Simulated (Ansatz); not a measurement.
# Si5S: a trial structure relaxed, part 2 of 2

The task: take a trial cell of Si5S to zero force and stress.

Ansatz 0.2.0; DFT PBE, scalar-relativistic, plane waves, PAW.

## Step 4: Final relaxation

The end of the coarse run is made exact in the group found at a tolerance of 0.06 Å and reduced to its primitive cell.

input.yaml

```yaml
crystal:
  lattice:
    - [4.5996043706, 0.0, 0.0]
    - [-2.2998021853, 3.9833742323, 0.0]
    - [0.0, 0.0, 4.9694301017]
  atoms:
    - { symbol: Si, position: [0.3333333333, 0.6666666667, 0.5] }
    - { symbol: Si, position: [0.6666666667, 0.3333333333, 0.5] }
    - { symbol: Si, position: [0.3333333333, 0.6666666667, 0.0] }
    - { symbol: Si, position: [0.6666666667, 0.3333333333, 0.0] }
    - { symbol: Si, position: [0.0, 0.0, 0.0] }
    - { symbol: S, position: [0.0, 0.0, 0.5] }
basis:
  ecutwfc: 420
kpoints:
  mp_grid: { grid: [12, 12, 8] }
hamiltonian:
  xc: pbe
scf:
  occupations: { method: gaussian, width: 0.1 }
output:
  forces: true
  stress: true
  eigenvalues: true
relax:
  adjacent_minimum: "off"
  f_tol: 0.01
  max_steps: 80
  cell: { stress_tol: 0.05 }
```

Command:

```console
> ansatz run input.yaml --threads 1 --pin off --max-ram 2560MiB --backend cpu --events-out ev --progress --plain --runs-dir out
```

The program printed:

```text
Warning: RAYON_NUM_THREADS=1 ignored (pool sized by the plan → 1); use --threads N
Engine: ansatz 0.2.0, x86_64-unknown-linux-gnu
Pseudopotentials: kind: paw
Pseudopotential: Si, paw, valence charge 4, recommended cutoff 420 eV (normal), Si.paw.azcp
Pseudopotential: S, paw, valence charge 6, recommended cutoff 420 eV (normal), S.paw.azcp
Functional definition: PBE
  parameter kappa = 0.804
  parameter beta = 0.06672455060314922
  exchange = pbe_x(kappa = kappa, mu = beta*pi^2/3)
  correlation = pbe_c(beta = beta)
Crystal: 6 atoms, lattice volume = 91.050 Å³
Basis set: ecut = 420 eV, 1811 PW (Γ), exchange–correlation on 64×64×72 points (8 copies of the dense FFT grid, shifted against one another)
Bands: 19, of which v1, the nominal top of the filled ones, is band 13 counted from 1 (12 counted from 0)
Symmetry: 24 space group operations
Space group: P6/mmm (ITA 191), of the structure as read, at distance tolerance 4.5e-5 Å
k-points: 95 of 1152
Non-local potential: Si, projectors of the file, l = 0: 2, l = 1: 2, l = 2: 2
Non-local potential: S, projectors of the file, l = 0: 2, l = 1: 2, l = 2: 2
PAW form: soft (Blöchl's): semilocal exchange-correlation on the pseudo side does not see the compensation charge
PAW one-centre angular grid: Si, 110 points (default); XC on 64 Gauss nodes
PAW one-centre angular grid: S, 110 points (default); XC on 64 Gauss nodes
Initial density: superposition of atomic densities (neutral atoms: chi_scale 0, normalization atom), corrected by the library's trained network
Initial wavefunctions: pseudopotential atomic-orbital guess
Functional: x = pbe(κ = 0.804, μ = 0.2195149727645171), c = pbe(β = 0.06672455060314922)
SCF iter   1: F=—  HF=-4079.169326 eV  |F-HF|=—  |Δ(HF+E_count)|=         —  Δρ=1.83e-3  dr2=3.85e-3  ethr=1.77e-3  ⟨swp⟩=6.7  Hψ=10578  notcnv=0
preconditioner: auto → Kerker (q_TF=auto, 2.214 Å⁻¹)  [metal: Δε(μ)=0.014 eV  Ē_g=8.446 eV  σ=0.100 eV  W_gap=0.08  n_scr=20 (ndim 8)  ℏωp=19.8 eV  f_vac=0.000  D(μ)=2.97/eV (n_scr^D=20)]
SCF iter   2: F=—  HF=-4079.169128 eV  |F-HF|=—  |Δ(HF+E_count)|=   1.98e-4  Δρ=1.06e-3  dr2=1.15e-3  ethr=1.48e-5  ⟨swp⟩=2.1  Hψ=3036  notcnv=0
SCF iter   3: F=—  HF=-4079.169108 eV  |F-HF|=—  |Δ(HF+E_count)|=   1.97e-5  Δρ=1.24e-4  dr2=1.29e-5  ethr=4.43e-6  ⟨swp⟩=2.6  Hψ=2948  notcnv=0
SCF iter   4: F=—  HF=-4079.169098 eV  |F-HF|=—  |Δ(HF+E_count)|=   1.00e-5  Δρ=2.53e-5  dr2=5.51e-7  ethr=4.95e-8  ⟨swp⟩=2.0  Hψ=2893  notcnv=0
iter 5 did not close the SCF: its close was put off for the readings that it lacked (scf_convergence_deferred on its scf_iter line)
SCF iter   5: F=-4079.169098 eV  HF=-4079.169098 eV  |F-HF|=1.81e-9  |Δ(HF+E_count)|=   4.50e-8  Δρ=4.48e-6  dr2=1.90e-8  ethr=2.12e-9  ⟨swp⟩=2.0  Hψ=2959  notcnv=0
SCF iter   6: F=-4079.169098 eV  HF=-4079.169098 eV  |F-HF|=1.79e-10  |Δ(HF+E_count)|=   5.22e-9  Δρ=9.56e-7  dr2=8.74e-10  ethr=7.32e-11  ⟨swp⟩=4.4  Hψ=6970  notcnv=0
SCF 1 converged in 6 iterations: F = -4079.169098 eV  dr2 = 8.74e-10
relax step   1: F+E_penalty+E_count = -4079.16909825 eV  Δ(F+E_penalty+E_count) = +0.000e0 eV  max|allowed force component| = 2.961e-16 eV/Å  Δτ_max = 0.0000 Å  P = +0.920 GPa  Ω = 91.050 Å³  (6 SCF iters, dr2 threshold 1.00e-7 eV, accepted)
Crystal: 6 atoms, lattice volume = 91.940 Å³
Basis set: ecut = 420 eV, 1823 PW (Γ), exchange–correlation on 64×64×72 points (8 copies of the dense FFT grid, shifted against one another)
Initial density: handed on by an earlier stage of this run
Initial wavefunctions: those handed on with the density
iter 1 solved again at ethr=1.60e-5 eV; its pass at ethr=3.10e-3 eV (dr2=4.15e-3 eV) is discarded
SCF iter   1: F=—  HF=-4079.193549 eV  |F-HF|=—  |Δ(HF+E_count)|=         —  Δρ=1.40e-3  dr2=4.20e-3  ethr=1.60e-5  ⟨swp⟩=1.0  Hψ=11452  notcnv=0
preconditioner: auto → Kerker (q_TF=auto, 2.210 Å⁻¹)  [metal: Δε(μ)=0.031 eV  Ē_g=8.402 eV  σ=0.100 eV  W_gap=0.17  n_scr=20 (ndim 8)  ℏωp=19.7 eV  f_vac=0.000  D(μ)=2.59/eV (n_scr^D=20)]
SCF iter   2: F=—  HF=-4079.192706 eV  |F-HF|=—  |Δ(HF+E_count)|=   8.43e-4  Δρ=7.44e-4  dr2=9.30e-4  ethr=1.60e-5  ⟨swp⟩=1.0  Hψ=1805  notcnv=0
SCF iter   3: F=—  HF=-4079.192421 eV  |F-HF|=—  |Δ(HF+E_count)|=   2.85e-4  Δρ=1.64e-4  dr2=4.09e-5  ethr=3.58e-6  ⟨swp⟩=2.1  Hψ=2835  notcnv=0
SCF iter   4: F=—  HF=-4079.192409 eV  |F-HF|=—  |Δ(HF+E_count)|=   1.28e-5  Δρ=3.26e-5  dr2=9.01e-7  ethr=1.57e-7  ⟨swp⟩=2.6  Hψ=2985  notcnv=0
SCF iter   5: F=-4079.192409 eV  HF=-4079.192409 eV  |F-HF|=3.80e-10  |Δ(HF+E_count)|=   8.75e-8  Δρ=5.91e-6  dr2=3.27e-8  ethr=2.31e-9  ⟨swp⟩=5.3  Hψ=8287  notcnv=0
the search or the solves at the SCF's close seem to have found levels that the self-consistency loop had missed (the run counts 1). By its estimate they hold under 1e-12 electrons; where the run keeps them, the occupations were computed again with them
SCF 2 converged in 5 iterations: F = -4079.192409 eV  dr2 = 3.27e-8
relax step   2: F+E_penalty+E_count = -4079.19240872 eV  Δ(F+E_penalty+E_count) = -2.331e-2 eV  max|allowed force component| = 1.989e-16 eV/Å  Δτ_max = 0.0000 Å  P = +0.003 GPa  Ω = 91.940 Å³  energy of the carried Pulay correction = -1.702e-4 eV  (5 SCF iters, dr2 threshold 6.00e-7 eV, accepted)
Crystal: 6 atoms, lattice volume = 91.978 Å³
iter 1 solved again at ethr=5.66e-6 eV; its pass at ethr=3.10e-3 eV (dr2=1.47e-3 eV) is discarded
SCF iter   1: F=—  HF=-4079.198190 eV  |F-HF|=—  |Δ(HF+E_count)|=         —  Δρ=1.08e-3  dr2=1.50e-3  ethr=5.66e-6  ⟨swp⟩=1.5  Hψ=11488  notcnv=0
preconditioner: auto → Kerker (q_TF=auto, 2.210 Å⁻¹)  [metal: Δε(μ)=0.029 eV  Ē_g=8.397 eV  σ=0.100 eV  W_gap=0.16  n_scr=20 (ndim 8)  ℏωp=19.7 eV  f_vac=0.000  D(μ)=2.47/eV (n_scr^D=20)]
SCF iter   2: F=—  HF=-4079.197840 eV  |F-HF|=—  |Δ(HF+E_count)|=   3.50e-4  Δρ=6.22e-4  dr2=4.58e-4  ethr=5.66e-6  ⟨swp⟩=1.0  Hψ=1805  notcnv=0
SCF iter   3: F=—  HF=-4079.197674 eV  |F-HF|=—  |Δ(HF+E_count)|=   1.66e-4  Δρ=6.39e-5  dr2=5.59e-6  ethr=1.76e-6  ⟨swp⟩=2.4  Hψ=2952  notcnv=0
SCF iter   4: F=-4079.197673 eV  HF=-4079.197673 eV  |F-HF|=4.95e-10  |Δ(HF+E_count)|=   1.46e-6  Δρ=2.04e-5  dr2=2.97e-7  ethr=2.31e-9  ⟨swp⟩=6.6  Hψ=9023  notcnv=0
SCF 3 converged in 4 iterations: F = -4079.197673 eV  dr2 = 2.97e-7
relax step   3: F+E_penalty+E_count = -4079.19767268 eV  Δ(F+E_penalty+E_count) = -5.264e-3 eV  max|allowed force component| = 3.670e-16 eV/Å  Δτ_max = 0.0000 Å  P = +0.023 GPa  Ω = 91.978 Å³  energy of the carried Pulay correction = -2.075e-4 eV  (4 SCF iters, dr2 threshold 6.00e-7 eV, accepted)
Crystal: 6 atoms, lattice volume = 91.995 Å³
iter 1 solved again at ethr=4.07e-8 eV; its pass at ethr=3.10e-3 eV (dr2=1.06e-5 eV) is discarded
SCF iter   1: F=—  HF=-4079.197750 eV  |F-HF|=—  |Δ(HF+E_count)|=         —  Δρ=1.18e-4  dr2=1.48e-5  ethr=4.07e-8  ⟨swp⟩=2.0  Hψ=11048  notcnv=0
preconditioner: auto → Kerker (q_TF=auto, 2.210 Å⁻¹)  [metal: Δε(μ)=0.022 eV  Ē_g=8.395 eV  σ=0.100 eV  W_gap=0.12  n_scr=20 (ndim 8)  ℏωp=19.7 eV  f_vac=0.000  D(μ)=2.47/eV (n_scr^D=20)]
SCF iter   2: F=—  HF=-4079.197748 eV  |F-HF|=—  |Δ(HF+E_count)|=   2.17e-6  Δρ=6.74e-5  dr2=4.50e-6  ethr=4.07e-8  ⟨swp⟩=1.0  Hψ=1805  notcnv=0
SCF iter   3: F=-4079.197746 eV  HF=-4079.197746 eV  |F-HF|=4.15e-8  |Δ(HF+E_count)|=   1.61e-6  Δρ=7.09e-6  dr2=6.34e-8  ethr=4.58e-10  ⟨swp⟩=3.1  Hψ=7641  notcnv=0
SCF 4 converged in 3 iterations: F = -4079.197746 eV  dr2 = 6.34e-8
relax step   4: F+E_penalty+E_count = -4079.19774643 eV  Δ(F+E_penalty+E_count) = -7.375e-5 eV  max|allowed force component| = 3.689e-16 eV/Å  Δτ_max = 0.0000 Å  P = -0.004 GPa  Ω = 91.995 Å³  energy of the carried Pulay correction = -2.068e-4 eV  (3 SCF iters, dr2 threshold 1.19e-7 eV, accepted)
Initial wavefunctions: pseudopotential atomic-orbital guess (no wavefunctions were taken with the density)
iter 1 solved again at ethr=1.47e-8 eV; its pass at ethr=3.10e-3 eV (dr2=3.82e-6 eV) is discarded
SCF iter   1: F=—  HF=-4079.198014 eV  |F-HF|=—  |Δ(HF+E_count)|=         —  Δρ=1.89e-5  dr2=9.93e-8  ethr=1.47e-8  ⟨swp⟩=3.3  Hψ=15797  notcnv=0
preconditioner: auto → Kerker (q_TF=auto, 2.210 Å⁻¹)  [metal: Δε(μ)=0.021 eV  Ē_g=8.395 eV  σ=0.100 eV  W_gap=0.12  n_scr=20 (ndim 8)  ℏωp=19.7 eV  f_vac=0.000  D(μ)=2.47/eV (n_scr^D=20)]
SCF iter   2: F=—  HF=-4079.198016 eV  |F-HF|=—  |Δ(HF+E_count)|=   1.79e-6  Δρ=9.71e-6  dr2=2.18e-8  ethr=3.82e-10  ⟨swp⟩=2.0  Hψ=3000  notcnv=0
SCF iter   3: F=—  HF=-4079.198016 eV  |F-HF|=—  |Δ(HF+E_count)|=   7.15e-8  Δρ=2.02e-6  dr2=1.49e-9  ethr=8.37e-11  ⟨swp⟩=2.3  Hψ=3038  notcnv=0
SCF iter   4: F=-4079.198016 eV  HF=-4079.198016 eV  |F-HF|=5.28e-11  |Δ(HF+E_count)|=   2.26e-9  Δρ=3.63e-7  dr2=4.53e-11  ethr=1.00e-12  ⟨swp⟩=3.7  Hψ=8062  notcnv=0
SCF 5 converged in 4 iterations: F = -4079.198016 eV  dr2 = 4.53e-11
relax step   5: F+E_penalty+E_count = -4079.19801601 eV  Δ(F+E_penalty+E_count) = -2.696e-4 eV  max|allowed force component| = 3.392e-16 eV/Å  Δτ_max = 0.0000 Å  P = +0.000 GPa  Ω = 91.995 Å³  stress off target by 6.74e-3 GPa  SCF on the basis re-selected at this cell (its energy is not comparable with the rows above)  (4 SCF iters)
basis re-selected at this cell: Δ(F+E_penalty+E_count) = -2.696e-4 eV, ΔP = +0.005 GPa vs the last step (what re-selecting the basis moved, of the pressure what is left beyond the Pulay correction that the steps carried, after the strain that the cell walked since its last selection, with what the two solves' SCF thresholds leave and, on support functions, any second-order correction that the steps lacked; it is no measure of the basis error at this ecutwfc). This SCF's stress stands 6.74e-3 GPa from its target on what of the cell is left free (relax.cell.stress_tol is 5.00e-2 GPa) and its largest allowed force component is 3.39e-16 eV/Å (relax.f_tol is 1.00e-2 eV/Å): within both
SCF converged after 4 iterations
Free energy (F): -4079.198016 eV
Harris-Foulkes:  -4079.198016 eV  (|F-HF|=5.28e-11)
Internal energy: -4079.185668 eV  (E = F + TS)
E sigma→0 (E₀):  -4079.191842 eV
Entropy (-TS):   -0.012348 eV (-2.058 meV/atom)
Fermi energy:    9.847049 eV
--- Per-component energies (eV) ---
  E_band       = 100.761056
  E_kinetic    = 310.391011
  E_local      = -97.148371  (includes V_loc(G=0)·N_el)
  E_nonlocal   = 155.715663
  E_hartree    = 35.995446
  E_xc         = -375.927241
  E_vxc        = -325.149866  (∫ρ·V_xc dr)
  E_paw        = -3161.589456  (= ΣΔE_a)
  E_vpaw       = -15.038327  (= ΣTr[D̂ρ^β])
  E_aug_tail   = 0.000036  (compensation charges beyond the density's cutoff)
  E_ewald      = -946.622756
  E_smearing   = -0.012348  (= −TS)
  E_closure    = 0.000000  (closes the sum)
  Σ components = -4079.198016   (vs F -4079.198016, Δ=0.00e0)
--- Forces (eV/Å), atoms counted from 1 ---
  atom   1  Si    -0.00000000    -0.00000000    -0.00000000
  atom   2  Si     0.00000000     0.00000000     0.00000000
  atom   3  Si     0.00000000    -0.00000000     0.00000000
  atom   4  Si    -0.00000000     0.00000000    -0.00000000
  atom   5  Si    -0.00000000     0.00000000     0.00000000
  atom   6  S      0.00000000    -0.00000000     0.00000000
  max |Σ_I F_I| component: 4.16e-17 eV/Å
--- Stress (GPa, compression-positive) ---
        0.003502      -0.000000      -0.000000
       -0.000000       0.003502      -0.000000
       -0.000000      -0.000000      -0.006739
  P = ⅓ Tr σ = 0.0001 GPa (0.001 kbar)
--- Band table (eV; the first three rows and the last of 95) ---
  k-point 0: bands = ["-5.6515", "-1.1568", "2.1737", "2.2518", "3.7529", "4.1127", "4.1127", "5.4388", "5.4388", "6.7130", "8.1142", "8.1364", "8.1364", "8.5172", "9.3943", "9.3943", "10.5743", "13.6841", "13.6841"]
  k-point 1: bands = ["-5.5945", "-1.3743", "1.5553", "3.3167", "3.8440", "4.1720", "4.1720", "5.5236", "5.5236", "6.0644", "7.8992", "7.9021", "7.9021", "8.9552", "9.0389", "9.0389", "11.3397", "14.0966", "14.0966"]
  k-point 2: bands = ["-5.4406", "-1.8861", "1.3534", "4.1164", "4.3353", "4.3353", "4.5251", "5.4180", "5.7766", "5.7766", "6.9052", "7.3818", "7.3818", "8.2867", "8.2867", "10.3503", "12.7748", "12.8089", "15.1374"]
  k-point 94: bands = ["-4.4484", "-0.0063", "0.2425", "0.2425", "0.4341", "0.4341", "7.0537", "7.0537", "7.1925", "7.7184", "8.7068", "8.7068", "10.4381", "10.7827", "12.2903", "12.2903", "12.2918", "12.2918", "13.7477"]
--- Relaxed structure (4 steps of the walk, 4 accepted, 1 SCFs on fresh bases) ---
  F+E_penalty+E_count = -4079.19801601 eV   max|allowed force component| = 3.392e-16 eV/Å   (the final SCF, on the basis selected at the relaxed cell)
  cell:  # Å, volume = 91.9949 Å³
    - [4.653834402630852, -2.1003755907510818e-33, 2.2316490651730244e-33]
    - [-2.326917201315426, 4.030338817684296, -6.6107987781671605e-34]
    - [2.269253797623808e-33, 5.67313449405952e-34, 4.9046845141435345]
  atoms:
    - { symbol: Si, position: [0.3333333333333333, 0.6666666666666666, 0.49999999999999994] }
    - { symbol: Si, position: [0.6666666666666665, 0.3333333333333333, 0.49999999999999994] }
    - { symbol: Si, position: [0.3333333333333333, 0.6666666666666666, 9.926063271366077e-35] }
    - { symbol: Si, position: [0.6666666666666665, 0.3333333333333333, -3.280092082556188e-36] }
    - { symbol: Si, position: [-2.1394934818105525e-34, -9.132628421487951e-35, -3.4668050164862713e-35] }
    - { symbol: S, position: [-1.354616427900733e-34, -5.909347802139261e-35, 0.49999999999999994] }
```

Wall time 25 s (1 thread of Intel Xeon 6975P-C (Granite Rapids), shared host); peak memory 0.49 GiB.

Step by step:

```
step  energy from step 1 (eV/cell)  largest force component (eV/Å)  pressure (GPa)  volume (Å³)
   1                        0.0000                          0.0000            0.92        91.05
   2                       -0.0233                          0.0000            0.00        91.94
   3                       -0.0286                          0.0000            0.02        91.98
   4                       -0.0286                          0.0000            0.00        91.99
   5                       -0.0289                          0.0000            0.00        91.99
```

Step 1 is the start. Step 5 repeats the geometry before it on a plane-wave basis chosen anew for that cell, so its energy need not be comparable with the rows above.

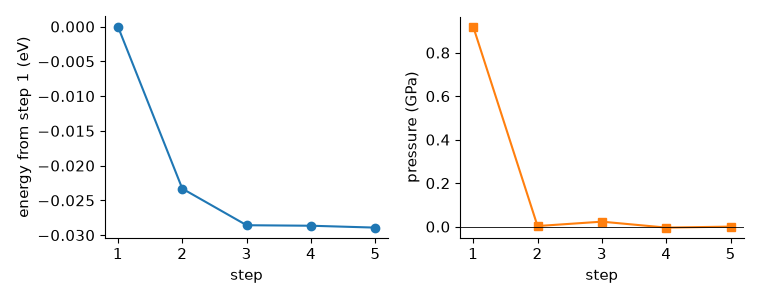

Energy and pressure along the relaxation.

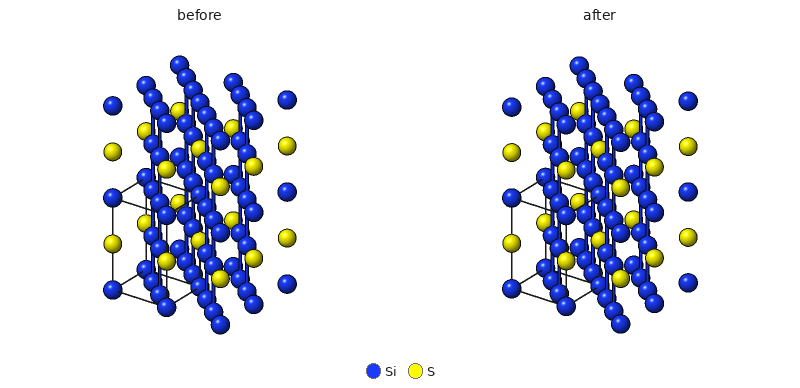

Before and after, at one scale. The change is too small to see at this scale.

|  | before | after | change |
| --- | --- | --- | --- |
| a (Å) | 4.600 | 4.654 | +1.2 % |
| b (Å) | 4.600 | 4.654 | +1.2 % |
| c (Å) | 4.969 | 4.905 | -1.3 % |
| volume (Å³/atom) | 15.17 | 15.33 | +1.0 % |
| shortest distance (Å) | 2.485 | 2.452 | -1.3 % |
| space group (0.01 Å) | P6/mmm | P6/mmm | same |

The run keeps the 24 symmetry operations of the start, so it could not have lowered the symmetry.

## Step 5: Variant: occupations.method fermi_dirac, occupations.width 0.15

Edit input.yaml of step 4 so:

```diff
@@ -19,7 +19,7 @@
 scf:
-  occupations: { method: gaussian, width: 0.1 }
+  occupations: { method: fermi_dirac, width: 0.15 }
 output:
   forces: true
+  eigenvalues: true
   stress: true
-  eigenvalues: true
 relax:
```

Command:

```console
> ansatz run input.yaml --threads 1 --pin off --max-ram 2560MiB --backend cpu --events-out ev --progress --plain --runs-dir out
```

The program printed, cut to the lines that bear on the results:

```text
Warning: RAYON_NUM_THREADS=1 ignored (pool sized by the plan → 1); use --threads N
[...]
Pseudopotentials: kind: paw
Pseudopotential: Si, paw, valence charge 4, recommended cutoff 420 eV (normal), Si.paw.azcp
Pseudopotential: S, paw, valence charge 6, recommended cutoff 420 eV (normal), S.paw.azcp
Functional definition: PBE
[...]
Crystal: 6 atoms, lattice volume = 91.050 Å³
Basis set: ecut = 420 eV, 1811 PW (Γ), exchange–correlation on 64×64×72 points (8 copies of the dense FFT grid, shifted against one another)
Bands: 19, of which v1, the nominal top of the filled ones, is band 13 counted from 1 (12 counted from 0)
Symmetry: 24 space group operations
Space group: P6/mmm (ITA 191), of the structure as read, at distance tolerance 4.5e-5 Å
k-points: 95 of 1152
[...]
SCF iter   1: F=—  HF=-4079.262811 eV  |F-HF|=—  |Δ(HF+E_count)|=         —  Δρ=1.84e-3  dr2=4.47e-3  ethr=1.77e-3  ⟨swp⟩=6.6  Hψ=10428  notcnv=0
[...]
--- Relaxed structure (4 steps of the walk, 4 accepted, 1 SCFs on fresh bases) ---
  F+E_penalty+E_count = -4079.28611650 eV   max|allowed force component| = 4.630e-16 eV/Å   (the final SCF, on the basis selected at the relaxed cell)
  cell:  # Å, volume = 92.0951 Å³
    - [4.652116965427983, -6.301126772253246e-33, -1.5982545510871515e-32]
    - [-2.3260584827139916, 4.028851473437207, 7.081783445896166e-33]
    - [-1.733851729746941e-32, -1.134626898811904e-33, 4.913656023618058]
  atoms:
    - { symbol: Si, position: [0.33333333333333337, 0.6666666666666667, 0.5] }
    - { symbol: Si, position: [0.6666666666666666, 0.33333333333333337, 0.5] }
    - { symbol: Si, position: [0.33333333333333337, 0.6666666666666667, -9.221053735929491e-35] }
    - { symbol: Si, position: [0.6666666666666666, 0.33333333333333337, 8.864869377733984e-35] }
    - { symbol: Si, position: [1.5607288049397971e-34, 1.2641303679008135e-34, -7.57596139913979e-35] }
    - { symbol: S, position: [-2.7356735397848293e-34, -1.0828208330624497e-34, 0.5] }
```

Run time: 26 s. Hardware: 1 thread of Intel Xeon 6975P-C (Granite Rapids), shared host; peak memory 0.5 GiB.

```tsv
run	ending	energy change	pressure (GPa)	gap (eV)	force (eV/Å)	cycles	time
step 4	converged	0	0.0	0.00	0.00	-	25 s
variant	converged	-0.2 meV/atom (σ→0)	0.0	0.00	0.00	23	26 s
```

Changing the smearing moves the energy by -0.2 meV/atom (σ→0 values), and the final volume goes from 91.99 to 92.10 Å³.

## Step 6: Outcome

The summary covers parts 1 to 2. Changes of volume or cell count from the first structure of part 1.

```
                              quantity                                                                       value
symmetry at the end (tolerance 0.05 Å)                                                space group P6/mmm (No. 191)
                     conventional cell  a = 4.654 Å, b = 4.654 Å, c = 4.905 Å, α = 90.00°, β = 90.00°, γ = 120.00°
                                volume                                                               15.33 Å³/atom
              energy over the elements                                                               +0.32 eV/atom
                       gap on the mesh                                                                none (metal)
```

What this shows: The space group P6/mmm (No. 191) is kept, and the volume per atom shrinks by 15.2 % from the first guess. The formation energy is positive, so the separate elements lie lower. No finished test with a distortion of lower symmetry is shown, so the end may be a saddle point. The final runs have no spin polarisation, so no magnetic state was tried and one may lie lower.
